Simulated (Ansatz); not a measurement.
## CoPtO₂: single-point calculation (part 1 of 2)

The run: single-point calculation of CoPtO₂ (4 atoms in the cell). Method and program: DFT, PBE+U, all-electron LAPW, scalar-relativistic, Ueff = 6 eV on Co d, spin-polarised (Ansatz 0.2.0).

The structure derives from a Materials Project entry. It belongs to a series of runs on one base structure; here: U = 6 eV on Co d, LAPW. Figures and captions count atoms from 1; the log counts them from 0 in places.

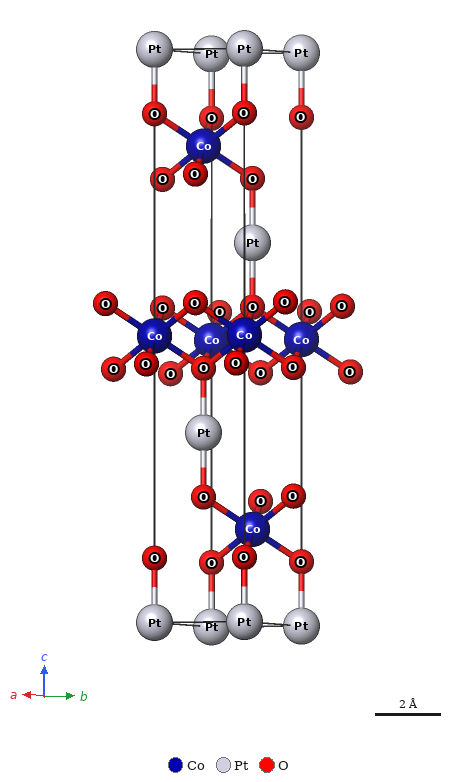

Fig. 1: The input geometry (ball-and-stick view of the cell 3 times as large as that of the calculation, set on its symmetry axes, seen at an oblique angle; bonded neighbours outside the cell are drawn too). An atom can appear more than once, as a periodic image. Near neighbours in the periodic cell (some may lie outside the picture): Co has 6 O at 1.90 Å; Pt has 2 O at 2.00 Å; O has 3 Co at 1.90 Å and 1 Pt at 2.00 Å.

### The input
```yaml
crystal:
  lattice:
    - [1.4122699173, 0.8153744169, 5.9393891094]
    - [-1.4122699173, 0.8153744169, 5.9393891094]
    - [0.0, -1.6307488338, 5.9393891094]
  atoms:
    - { symbol: Co, position: [0.5, 0.5, 0.5], spin: 2.0 }
    - { symbol: Pt, position: [0.0, 0.0, 0.0], spin: 0.6 }
    - { symbol: O, position: [0.88775597, 0.88775597, 0.88775597] }
    - { symbol: O, position: [0.11224403, 0.11224403, 0.11224403] }
magnetization:
  spin_polarized: true
kpoints:
  mp_grid: { grid: [12, 12, 12] }
scf:
  occupations: { method: fermi_dirac, width: 0.05 }
hamiltonian:
  xc: pbe
  pseudopotentials: { kind: all_electron, lapw: { basis_error: 0.001 } }
  hubbard: { sites: [{ species: Co, l: d, u_eff: 6 }] }
output:
  forces: true
  stress: true
  eigenvalues: true
  hubbard: { sites: [{ species: Co, l: d }, { species: Pt, l: d }] }
  populations: true
  dos: { projected: true, de: 0.1, e_range: [-10, 8] }
```

Launch command:
```bash
ansatz run input.yaml --threads 2 --pin off --max-ram 6144MiB --backend cpu --events-out ev --progress --plain --runs-dir out
```

### What the program printed
```
Co: projections on atomic orbitals take those of the free atom 1s2 2s2 2p6 3s2 3p6 3d7 4s2, of charge +0.00 (hamiltonian.pseudopotentials.projection_atoms)
Pt: projections on atomic orbitals take those of the free atom 1s2 2s2 2p6 3s2 3p6 3d10 4s2 4p6 4d10 4f14 5s2 5p6 5d9 6s1, of charge +0.00 (hamiltonian.pseudopotentials.projection_atoms)
O: projections on atomic orbitals take those of the free atom 1s2 2s2 2p4, of charge +0.00 (hamiltonian.pseudopotentials.projection_atoms)
LAPW: plane waves up to 11.008 Å⁻¹, error target 1.0e-3 eV per atom; small_component_spin mean_spin; O in spheres of 0.854 Å, 8 of its electrons in bands, Dirac shells []; Co in spheres of 1.043 Å, 17 of its electrons in bands, Dirac shells []; Pt in spheres of 1.113 Å, 48 of its electrons in bands, Dirac shells [] (how accurate: hamiltonian.pseudopotentials.lapw.basis_error, Limitations)
Engine: ansatz 0.2.0, x86_64-unknown-linux-gnu
Pseudopotentials: kind: all_electron
Pseudopotential: Co, LAPW, valence charge 17, lapw/all_electron/scalar/gaussian/Co, Koelling and Harmon's equation, gaussian nucleus
Pseudopotential: Pt, LAPW, valence charge 48, lapw/all_electron/scalar/gaussian/Pt, Koelling and Harmon's equation, gaussian nucleus
Pseudopotential: O, LAPW, valence charge 8, lapw/all_electron/scalar/gaussian/O, Koelling and Harmon's equation, gaussian nucleus
Functional definition: PBE
  parameter kappa = 0.804
  parameter beta = 0.06672455060314922
  exchange = pbe_x(kappa = kappa, mu = beta*pi^2/3)
  correlation = pbe_c(beta = beta)
Crystal: 4 atoms, lattice volume = 41.036 Å³
Basis set: ecut = 461.70958567039656 eV, 903 PW (Γ), FFT grids on a1−a3, a2−a3, a3, exchange–correlation at level 2
Bands: 51, of which v1, the nominal top of the filled ones, is band 41 counted from 1 (40 counted from 0)
Symmetry: 12 space group operations
Space group: R-3m (ITA 166), of the structure as read, at distance tolerance 3.4e-5 Å
Magnetic group: BNS 166.97 (UNI 1327), of the structure as read, at distance tolerance 3.4e-5 Å
k-points: 189 of 1728
Non-local potential: Co, projectors of the file, none
Non-local potential: Pt, projectors of the file, none
Non-local potential: O, projectors of the file, none
Initial density: superposition of atomic densities (chi_scale 0.1, normalization cell, long waves kept (reshape's long-wave potential 0.65 eV rms))
Starting moments: Σ|m| = 2.6 μB on 2 of 4 sites
Initial wavefunctions: plane waves of lowest kinetic energy (no species holds an atomic orbital)
Functional: x = pbe(κ = 0.804, μ = 0.2195149727645171), c = pbe(β = 0.06672455060314922)
SCF iter   1: F=—  HF=-542971.141735 eV  |F-HF|=—  |Δ(HF+E_count)|=         —  Δρ=1.18e-1 (↑1.17e-1 ↓1.18e-1)  dr2=8.17e1  dr2_m=2.99e-1  M=1.570 μB ∫|m|=1.590 μB  β_m=0.30  ethr=1.00e-1  ⟨swp⟩=3.0  Hψ=79089  notcnv=0
preconditioner: auto → Kerker (q_TF=auto, 3.056 Å⁻¹)  [metal: Δε(μ)=0.001 eV  Ē_g=16.374 eV  σ=0.050 eV  W_gap=0.00  n_scr=22 (ndim 8)  ℏωp=32.3 eV  f_vac=0.014  D(μ)=3.02/eV (n_scr^D=36)]
spin=Collinear: Kerker preconditioning applied to the charge; magnetization (m = ρ↑ − ρ↓) channel mixes plain (no charge-response kernel on spin).
SCF iter   2: F=—  HF=-542970.784538 eV  |F-HF|=—  |Δ(HF+E_count)|=   3.57e-1  Δρ=1.29e-1 (↑4.92e-2 ↓1.29e-1)  dr2=2.83e1  dr2_m=7.61e-1  M=3.123 μB ∫|m|=3.131 μB  β_m=0.30  ethr=1.00e-1  ⟨swp⟩=2.0  Hψ=52548  notcnv=0
SCF iter   3: F=—  HF=-542964.973769 eV  |F-HF|=—  |Δ(HF+E_count)|=    5.81e0  Δρ=3.56e-2 (↑3.15e-2 ↓3.56e-2)  dr2=6.38e0  dr2_m=9.95e-2  M=1.700 μB ∫|m|=1.857 μB  β_m=0.30  ethr=3.49e-2  ⟨swp⟩=2.0  Hψ=55065  notcnv=0
SCF iter   4: F=—  HF=-542965.150197 eV  |F-HF|=—  |Δ(HF+E_count)|=         —  Δρ=2.68e-2 (↑2.09e-2 ↓2.68e-2)  dr2=2.12e0  dr2_m=1.10e-1  M=1.316 μB ∫|m|=1.793 μB  β_m=0.30  ethr=7.88e-3  ⟨swp⟩=2.0  Hψ=56436  notcnv=0
the basis was enlarged: its passes take 2.6 MiB over the memory plan, 2 of 2 planned eigensolver slots
SCF iter   5: F=—  HF=-542965.464411 eV  |F-HF|=—  |Δ(HF+E_count)|=   3.14e-1  Δρ=2.11e-2 (↑2.02e-2 ↓2.11e-2)  dr2=1.14e0  dr2_m=3.33e-2  M=1.456 μB ∫|m|=1.982 μB  β_m=0.30  ethr=2.61e-3  ⟨swp⟩=2.3  Hψ=56770  notcnv=0
SCF iter   6: F=—  HF=-542965.582540 eV  |F-HF|=—  |Δ(HF+E_count)|=   1.18e-1  Δρ=3.52e-2 (↑2.31e-2 ↓3.52e-2)  dr2=7.81e-1  dr2_m=2.95e-1  M=0.492 μB ∫|m|=1.566 μB  β_m=0.30  ethr=1.41e-3  ⟨swp⟩=2.0  Hψ=57521  notcnv=0
iter 7 solved again at ethr=3.93e-5 eV; its pass at ethr=9.64e-4 eV (dr2=3.19e-2 eV) is discarded
SCF iter   7: F=—  HF=-542965.960842 eV  |F-HF|=—  |Δ(HF+E_count)|=   3.78e-1  Δρ=2.89e-2 (↑2.76e-2 ↓2.89e-2)  dr2=3.18e-2  dr2_m=2.96e-1  M=0.195 μB ∫|m|=1.379 μB  β_m=0.30  ethr=3.93e-5  ⟨swp⟩=2.0  Hψ=94113  notcnv=0
SCF iter   8: F=—  HF=-542966.326369 eV  |F-HF|=—  |Δ(HF+E_count)|=   3.66e-1  Δρ=2.26e-2 (↑2.02e-2 ↓2.26e-2)  dr2=3.15e-2  dr2_m=1.70e-1  M=0.179 μB ∫|m|=1.293 μB  β_m=0.30  ethr=3.93e-5  ⟨swp⟩=2.5  Hψ=56458  notcnv=0
SCF iter   9: F=—  HF=-542966.537285 eV  |F-HF|=—  |Δ(HF+E_count)|=   2.11e-1  Δρ=1.71e-2 (↑1.71e-2 ↓1.70e-2)  dr2=1.90e-3  dr2_m=1.09e-1  M=0.149 μB ∫|m|=1.194 μB  β_m=0.30  ethr=3.88e-5  ⟨swp⟩=2.0  Hψ=53154  notcnv=0
SCF iter  10: F=—  HF=-542966.677082 eV  |F-HF|=—  |Δ(HF+E_count)|=   1.40e-1  Δρ=1.69e-2 (↑1.69e-2 ↓1.26e-2)  dr2=4.60e-2  dr2_m=8.08e-2  M=0.094 μB ∫|m|=1.083 μB  β_m=0.30  ethr=2.34e-6  ⟨swp⟩=3.0  Hψ=57663  notcnv=0
SCF iter  11: F=—  HF=-542966.767811 eV  |F-HF|=—  |Δ(HF+E_count)|=   9.07e-2  Δρ=1.29e-2 (↑1.29e-2 ↓1.03e-2)  dr2=3.23e-2  dr2_m=4.98e-2  M=0.081 μB ∫|m|=1.019 μB  β_m=0.30  ethr=2.34e-6  ⟨swp⟩=3.0  Hψ=59718  notcnv=0
SCF iter  12: F=—  HF=-542966.847083 eV  |F-HF|=—  |Δ(HF+E_count)|=   7.93e-2  Δρ=1.62e-2 (↑1.62e-2 ↓6.89e-3)  dr2=1.65e-1  dr2_m=4.57e-2  M=0.025 μB ∫|m|=0.896 μB  β_m=0.30  ethr=2.34e-6  ⟨swp⟩=2.6  Hψ=57352  notcnv=0
Mixer restart at iter 12: flushing history
spin-set hold released at iteration 12 (site moments contracting): the magnetisation degrees of freedom join the quasi-Newton model from the next iteration; the mixer history was flushed
SCF iter  13: F=—  HF=-542966.875499 eV  |F-HF|=—  |Δ(HF+E_count)|=   2.84e-2  Δρ=7.67e-3 (↑6.26e-3 ↓7.67e-3)  dr2=5.13e-3  dr2_m=1.77e-2  M=0.073 μB ∫|m|=0.903 μB  β_m=0.41  ethr=2.34e-6  ⟨swp⟩=3.0  Hψ=63131  notcnv=0
SCF iter  14: F=—  HF=-542966.949136 eV  |F-HF|=—  |Δ(HF+E_count)|=   7.36e-2  Δρ=1.50e-2 (↑1.50e-2 ↓3.24e-3)  dr2=2.40e-1  dr2_m=2.40e-2  M=0.001 μB ∫|m|=0.730 μB  β_m=0.19  ethr=2.34e-6  ⟨swp⟩=3.0  Hψ=61381  notcnv=0  recentre
SCF iter  15: F=—  HF=-542966.921110 eV  |F-HF|=—  |Δ(HF+E_count)|=   2.80e-2  Δρ=6.30e-3 (↑6.30e-3 ↓5.21e-3)  dr2=3.02e-2  dr2_m=1.15e-2  M=0.026 μB ∫|m|=0.744 μB  β_m=0.36  ethr=2.34e-6  ⟨swp⟩=3.0  Hψ=62265  notcnv=0
SCF iter  16: F=—  HF=-542966.964177 eV  |F-HF|=—  |Δ(HF+E_count)|=   4.31e-2  Δρ=4.63e-3 (↑4.63e-3 ↓2.61e-3)  dr2=3.41e-2  dr2_m=3.91e-3  M=-0.004 μB ∫|m|=0.516 μB  β_m=0.68  ethr=2.34e-6  ⟨swp⟩=3.0  Hψ=62379  notcnv=0
SCF iter  17: F=—  HF=-542966.992953 eV  |F-HF|=—  |Δ(HF+E_count)|=   2.88e-2  Δρ=3.17e-3 (↑2.02e-3 ↓3.17e-3)  dr2=7.32e-3  dr2_m=1.02e-3  M=-0.014 μB ∫|m|=0.139 μB  β_m=0.87  ethr=2.34e-6  ⟨swp⟩=3.0  Hψ=65509  notcnv=0
SCF iter  18: F=—  HF=-542967.005695 eV  |F-HF|=—  |Δ(HF+E_count)|=   1.27e-2  Δρ=3.30e-3 (↑3.30e-3 ↓3.17e-3)  dr2=4.41e-2  dr2_m=9.78e-5  M=-0.015 μB ∫|m|=0.069 μB  β_m=0.66  ethr=2.34e-6  ⟨swp⟩=3.0  Hψ=61021  notcnv=0  recentre
SCF iter  19: F=—  HF=-542966.996670 eV  |F-HF|=—  |Δ(HF+E_count)|=   9.03e-3  Δρ=3.26e-3 (↑3.26e-3 ↓2.52e-3)  dr2=4.15e-2  dr2_m=2.27e-4  M=-0.029 μB ∫|m|=0.180 μB  β_m=0.53  ethr=2.34e-6  ⟨swp⟩=3.0  Hψ=56834  notcnv=0
SCF iter  20: F=—  HF=-542966.991656 eV  |F-HF|=—  |Δ(HF+E_count)|=   5.01e-3  Δρ=2.73e-3 (↑2.73e-3 ↓1.55e-3)  dr2=2.43e-2  dr2_m=3.85e-4  M=-0.025 μB ∫|m|=0.208 μB  β_m=0.44  ethr=2.34e-6  ⟨swp⟩=2.0  Hψ=54319  notcnv=0
SCF iter  21: F=—  HF=-542966.993879 eV  |F-HF|=—  |Δ(HF+E_count)|=   2.22e-3  Δρ=1.30e-3 (↑8.52e-4 ↓1.30e-3)  dr2=3.22e-3  dr2_m=7.62e-5  M=-0.004 μB ∫|m|=0.046 μB  β_m=0.57  ethr=2.34e-6  ⟨swp⟩=3.0  Hψ=61237  notcnv=0
SCF iter  22: F=—  HF=-542966.993643 eV  |F-HF|=—  |Δ(HF+E_count)|=   2.36e-4  Δρ=6.99e-4 (↑5.58e-4 ↓6.99e-4)  dr2=1.19e-3  dr2_m=1.20e-5  M=-0.003 μB ∫|m|=0.026 μB  β_m=0.78  ethr=2.34e-6  ⟨swp⟩=2.0  Hψ=54219  notcnv=0
SCF iter  23: F=—  HF=-542966.993427 eV  |F-HF|=—  |Δ(HF+E_count)|=   2.17e-4  Δρ=7.73e-5 (↑7.73e-5 ↓6.00e-5)  dr2=4.40e-6  dr2_m=1.24e-6  M=-0.002 μB ∫|m|=0.013 μB  β_m=0.88  ethr=1.47e-6  ⟨swp⟩=2.0  Hψ=55090  notcnv=0
SCF iter  24: F=—  HF=-542966.993442 eV  |F-HF|=—  |Δ(HF+E_count)|=   1.56e-5  Δρ=1.29e-4 (↑6.66e-5 ↓1.29e-4)  dr2=2.92e-5  dr2_m=1.04e-6  M=-0.001 μB ∫|m|=0.012 μB  β_m=0.88  ethr=5.43e-9  ⟨swp⟩=2.9  Hψ=55939  notcnv=0
SCF iter  25: F=—  HF=-542966.993455 eV  |F-HF|=—  |Δ(HF+E_count)|=   1.28e-5  Δρ=3.55e-5 (↑3.55e-5 ↓2.90e-5)  dr2=8.89e-6  dr2_m=4.71e-8  M=-0.000 μB ∫|m|=0.006 μB  β_m=0.82  ethr=5.43e-9  ⟨swp⟩=3.0  Hψ=57909  notcnv=0
SCF iter  26: F=—  HF=-542966.993456 eV  |F-HF|=—  |Δ(HF+E_count)|=   9.28e-7  Δρ=1.51e-5 (↑1.51e-5 ↓1.43e-5)  dr2=9.22e-8  dr2_m=6.42e-8  M=0.000 μB ∫|m|=0.004 μB  β_m=0.91  ethr=5.43e-9  ⟨swp⟩=2.3  Hψ=55229  notcnv=0
SCF iter  27: F=—  HF=-542966.993459 eV  |F-HF|=—  |Δ(HF+E_count)|=   3.42e-6  Δρ=2.10e-5 (↑1.34e-5 ↓2.10e-5)  dr2=7.04e-7  dr2_m=2.03e-8  M=0.000 μB ∫|m|=0.002 μB  β_m=0.91  ethr=1.14e-10  ⟨swp⟩=3.0  Hψ=61569  notcnv=0
SCF iter  28: F=—  HF=-542966.993460 eV  |F-HF|=—  |Δ(HF+E_count)|=   6.52e-7  Δρ=1.22e-5 (↑1.22e-5 ↓6.11e-6)  dr2=3.45e-7  dr2_m=1.01e-8  M=0.000 μB ∫|m|=0.002 μB  β_m=0.79  ethr=1.14e-10  ⟨swp⟩=3.0  Hψ=59262  notcnv=0
SCF iter  29: F=—  HF=-542966.993460 eV  |F-HF|=—  |Δ(HF+E_count)|=   3.29e-7  Δρ=9.06e-6 (↑9.06e-6 ↓6.92e-6)  dr2=5.37e-7  dr2_m=1.86e-9  M=0.000 μB ∫|m|=0.001 μB  β_m=0.67  ethr=1.14e-10  ⟨swp⟩=3.0  Hψ=58040  notcnv=0
iter 30 did not close the SCF: its close was put off for a magnetic moment that had not settled (scf_convergence_deferred on its scf_iter line)
SCF iter  30: F=-542966.993460 eV  HF=-542966.993460 eV  |F-HF|=1.12e-7  |Δ(HF+E_count)|=   5.75e-8  Δρ=4.35e-6 (↑2.88e-6 ↓4.35e-6)  dr2=6.83e-8  dr2_m=6.22e-10  M=-0.000 μB ∫|m|=0.000 μB  β_m=0.60  ethr=1.14e-10  ⟨swp⟩=3.0  Hψ=56158  notcnv=0
iter 31 did not close the SCF: its close was put off for a magnetic moment that had not settled (scf_convergence_deferred on its scf_iter line)
SCF iter  31: F=-542966.993460 eV  HF=-542966.993460 eV  |F-HF|=1.39e-8  |Δ(HF+E_count)|=   1.07e-8  Δρ=1.89e-6 (↑1.69e-6 ↓1.89e-6)  dr2=1.33e-8  dr2_m=3.11e-10  M=-0.000 μB ∫|m|=0.000 μB  β_m=0.80  ethr=8.43e-11  ⟨swp⟩=2.0  Hψ=55098  notcnv=0
iter 32 did not close the SCF: its close was put off for a magnetic moment that had not settled (scf_convergence_deferred on its scf_iter line)
SCF iter  32: F=-542966.993460 eV  HF=-542966.993460 eV  |F-HF|=9.31e-10  |Δ(HF+E_count)|=   2.56e-9  Δρ=1.24e-6 (↑1.00e-6 ↓1.24e-6)  dr2=1.66e-9  dr2_m=1.22e-10  M=-0.000 μB ∫|m|=0.000 μB  β_m=0.90  ethr=1.64e-11  ⟨swp⟩=2.0  Hψ=55098  notcnv=0
iter 33 did not close the SCF: its close was put off for a magnetic moment that had not settled (scf_convergence_deferred on its scf_iter line)
SCF iter  33: F=-542966.993460 eV  HF=-542966.993460 eV  |F-HF|=1.75e-9  |Δ(HF+E_count)|=   3.03e-9  Δρ=7.62e-7 (↑7.62e-7 ↓7.18e-7)  dr2=1.06e-9  dr2_m=1.06e-11  M=0.000 μB ∫|m|=0.000 μB  β_m=0.77  ethr=1.61e-11 (applied; sched 2.05e-12)  ⟨swp⟩=2.0  Hψ=55098  notcnv=0
SCF iter  34: F=-542966.993460 eV  HF=-542966.993460 eV  |F-HF|=9.31e-10  |Δ(HF+E_count)|=  1.16e-10  Δρ=4.60e-7 (↑3.89e-7 ↓4.60e-7)  dr2=4.73e-10  dr2_m=1.15e-12  M=0.000 μB ∫|m|=0.000 μB  ethr=1.61e-11 (applied; sched 1.31e-12)  ⟨swp⟩=2.0  Hψ=55098  notcnv=0
SCF 1 converged in 34 iterations: F = -542966.993460 eV  dr2 = 4.73e-10
Symmetry: 6 space group operations
k-points: 294 of 1728
Initial density: read from a saved state, or passed on in memory by an earlier SCF of this step, an earlier step, the calling program or the single point that the run made first
Starting moments: Σ|m| = 2.6 μB on 2 of 4 sites; this step starts from the density that it was given
Initial wavefunctions: those read from a saved state, or passed on in memory by an earlier step or the calling program
iter 1 solved again at ethr=1.00e-12 eV; its pass at ethr=1.23e-6 eV (dr2=4.74e-10 eV) is discarded
SCF iter   1: F=—  HF=-542966.993460 eV  |F-HF|=—  |Δ(HF+E_count)|=         —  Δρ=4.58e-7 (↑3.86e-7 ↓4.58e-7)  dr2=4.67e-10  dr2_m=1.14e-12  M=0.000 μB ∫|m|=0.000 μB  ethr=1.66e-11 (applied; sched 1.00e-12)  ⟨swp⟩=3.6  Hψ=223320  notcnv=0  reapply=586
the basis was enlarged: its passes take 2.6 MiB over the memory plan, 2 of 2 planned eigensolver slots
preconditioner: auto → Kerker (q_TF=auto, 3.056 Å⁻¹)  [metal: Δε(μ)=0.006 eV  Ē_g=16.056 eV  σ=0.050 eV  W_gap=0.03  n_scr=22 (ndim 8)  ℏωp=32.3 eV  f_vac=0.076  D(μ)=1.22/eV (n_scr^D=4)]
spin=Collinear: Kerker preconditioning applied to the charge; magnetization (m = ρ↑ − ρ↓) channel mixes plain (no charge-response kernel on spin).
SCF iter   2: F=-542966.993460 eV  HF=-542966.993460 eV  |F-HF|=5.17e-8  |Δ(HF+E_count)|=   5.94e-9  Δρ=2.69e-6 (↑2.69e-6 ↓2.62e-6)  dr2=2.34e-8  dr2_m=5.96e-13  M=0.000 μB ∫|m|=0.000 μB  ethr=2.38e-11 (applied; sched 1.00e-12)  ⟨swp⟩=5.1  Hψ=125448  notcnv=0  reapply=25
SCF 2 converged in 2 iterations: F = -542966.993460 eV  dr2 = 2.34e-8
Symmetry: 4 space group operations
```
